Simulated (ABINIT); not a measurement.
## Si: G0W0 calculation (part 3 of 3)

The same run, continued: Si (2 atoms in the cell); Kohn-Sham DFT of a periodic cell, PBE, PseudoDojo NC SR PBE v0.4.1 standard, G0W0 (ABINIT 10.8.3); cutoff 489.81 eV, 6×6×6 k-mesh, fixed occupations. The structure derives from a Materials Project entry. The run did not end well.

Geometry of the input (Å; fractional positions):
```
0.0000  2.7219  2.7219
2.7219  0.0000  2.7219
2.7219  2.7219  0.0000
Si 0.5000  0.5000  0.5000
Si 0.7500  0.7500  0.7500
```

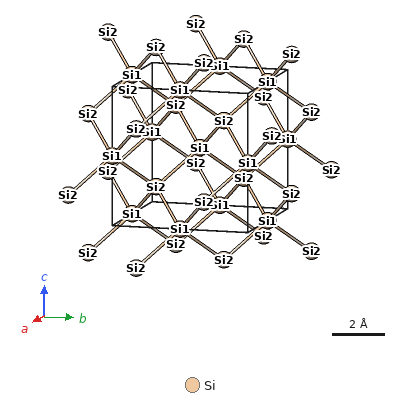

*The structure as given in the input (ball-and-stick view of the cell 4 times as large as that of the calculation, set on its symmetry axes, seen slightly off an axis; neighbours outside the cell are drawn fainter; atoms are numbered from 1 in the order of the input).*

**What the program printed, continued**
```
--------------------------------------------------------------------------------
  Average fulfillment of the sum rule on Im[epsilon] for q-point   11 :     93.81  [%]

--------------------------------------------------------------------------------
  q-point number 12        q = (-0.333333, 0.333333, 0.000000) [r.l.u.]
--------------------------------------------------------------------------------
  Average fulfillment of the sum rule on Im[epsilon] for q-point   12 :     93.79  [%]

--------------------------------------------------------------------------------
  q-point number 13        q = ( 0.500000, 0.500000, 0.000000) [r.l.u.]
--------------------------------------------------------------------------------
  Average fulfillment of the sum rule on Im[epsilon] for q-point   13 :     93.78  [%]

--------------------------------------------------------------------------------
  q-point number 14        q = ( 0.500000, 0.333333, 0.166667) [r.l.u.]
--------------------------------------------------------------------------------
  Average fulfillment of the sum rule on Im[epsilon] for q-point   14 :     93.87  [%]

--------------------------------------------------------------------------------
  q-point number 15        q = (-0.333333, 0.333333, 0.166667) [r.l.u.]
--------------------------------------------------------------------------------
  Average fulfillment of the sum rule on Im[epsilon] for q-point   15 :     93.79  [%]

--------------------------------------------------------------------------------
  q-point number 16        q = (-0.333333, 0.500000, 0.166667) [r.l.u.]
--------------------------------------------------------------------------------
  Average fulfillment of the sum rule on Im[epsilon] for q-point   16 :     93.78  [%]

================================================================================
== DATASET  4 ==================================================================

--- !DatasetInfo
iteration_state: {dtset: 4, }
dimensions: {natom: 2, nkpt: 16, mband: 170, nsppol: 1, nspinor: 1, nspden: 1, mpw: 1018, }
cutoff_energies: {ecut:  18.0, pawecutdg:  -1.0, }
electrons: {nelect:   8.00000000E+00, charge:   0.00000000E+00, occopt:   1.00000000E+00, tsmear:   1.00000000E-02, }
meta: {optdriver: 4, gwcalctyp: 0, }
...

 mkfilename : getwfk/=0, take file _WFK from output of DATASET   2.

 mkfilename : getscr/=0, take file _SCR from output of DATASET   3.

 Exchange-correlation functional for the present dataset will be:
  GGA: Perdew-Burke-Ernzerhof functional - ixc=11
  J.P.Perdew, K.Burke, M.Ernzerhof, PRL 77, 3865 (1996)

 SIGMA: Calculation of the GW corrections

 Based on a program developped by R.W. Godby, V. Olevano, G. Onida, and L. Reining.
 Incorporated in ABINIT by V. Olevano, G.-M. Rignanese, and M. Torrent.

 Real(R)+Recip(G) space primitive vectors, cartesian coordinates (Bohr,Bohr^-1):
 R(1)=  0.0000000  5.1435533  5.1435533  G(1)= -0.0972091  0.0972091  0.0972091
 R(2)=  5.1435533  0.0000000  5.1435533  G(2)=  0.0972091 -0.0972091  0.0972091
 R(3)=  5.1435533  5.1435533  0.0000000  G(3)=  0.0972091  0.0972091 -0.0972091
 Unit cell volume ucvol=  2.7215714E+02 bohr^3
 Angles (23,13,12)=  6.00000000E+01  6.00000000E+01  6.00000000E+01 degrees
--------------------------------------------------------------------------------

 ==== K-mesh for the wavefunctions ====
 Number of points in the irreducible wedge :    16
 Reduced coordinates and weights :

     1)     0.00000000E+00  0.00000000E+00  0.00000000E+00       0.00463
     2)     1.66666667E-01  0.00000000E+00  0.00000000E+00       0.03704
     3)     3.33333333E-01  0.00000000E+00  0.00000000E+00       0.03704
     4)     5.00000000E-01  0.00000000E+00  0.00000000E+00       0.01852
   [... 12 further points ...]

 Together with 48 symmetry operations and time-reversal symmetry
 yields   216 points in the full Brillouin Zone.

 ==== Q-mesh for screening function ====
 Number of points in the irreducible wedge :    16
 Reduced coordinates and weights :

     1)     0.00000000E+00  0.00000000E+00  0.00000000E+00       0.00463
```

**What the run reported**

```tsv
quantity	value
outcome	stopped at the time limit
space group (tolerance 0.01 Å)	Fd-3m (227)
electrons treated	8
gap on the k-point mesh	0.72 eV
wall time	40 min
peak memory	1.6 GiB
```

**Diagnosis**

The run was cut off by its time limit, so the output is incomplete. The record of the run, not the program, notes: FFT mesh not compatible with symmetries. Wavefunction symmetrization should not be done in r-space!.
